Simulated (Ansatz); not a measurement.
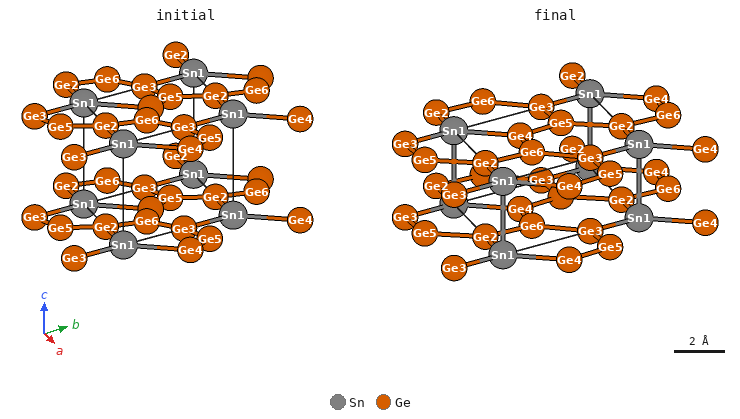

The structure of crystalline SnGe$_{5}$ (a generated structure, set up in P-62m) (coarse preliminary run) before (left) and after (right) a relaxation, at one scale.

A ball-and-stick model of the cell of the calculation, seen slightly off an axis.

The calculation used DFT PBE, scalar-relativistic, plane waves, PAW in Ansatz. Set-up: plane-wave cutoff 420 eV; k-point mesh 3 × 3 × 4; occupations gaussian; smearing width 0.1 eV; no spin polarisation; cell and atoms relaxed; force threshold 0.04 eV/Å; at most 70 steps.

Question: Describe what moved and what it gained.

Answer: The largest moves relative to the cell, 0.69 Å, are those of Ge2, Ge3 and Ge4. Ge3 goes along +b. Sn stays in place. The volume changes by +11.6 %, with a = b 6.202 → 7.691 Å (+24.0 %), c 4.213 → 3.058 Å (−27.4 %). Near-neighbour distances that change, for instance: Sn1–Sn1 4.213 → 3.058 Å, Ge2–Ge5 1.819 → 2.474 Å, Sn1–Ge2 2.780 → 2.755 Å. Among the angles between lasting bonds that change: Ge5–Ge2–Ge6 159.7° → 127.7°, Sn1–Ge2–Ge5 100.2° → 116.2°. The space group stays P-62m (No. 189). After 17 accepted moves (19 points after the start) the energy has fallen by 3598 meV per atom. Largest force component: 7 eV/Å at the start, 0.026 eV/Å at the end. The pressure goes from 72.23 to −0.04 GPa. The SCF was repeated twice at an unchanged geometry on a basis and grid sized afresh for the cell, which shifted the energy by 37.7 meV per atom at most. The run took 2.1 min on 1 thread of Intel(R) Xeon(R) Platinum 8259CL CPU @ 2.50GHz (Skylake/Cascade Lake), with other jobs on the host, peak memory 0.5 GiB.

Limits of the set-up: the k-point mesh is coarse for a cell with partly filled bands.
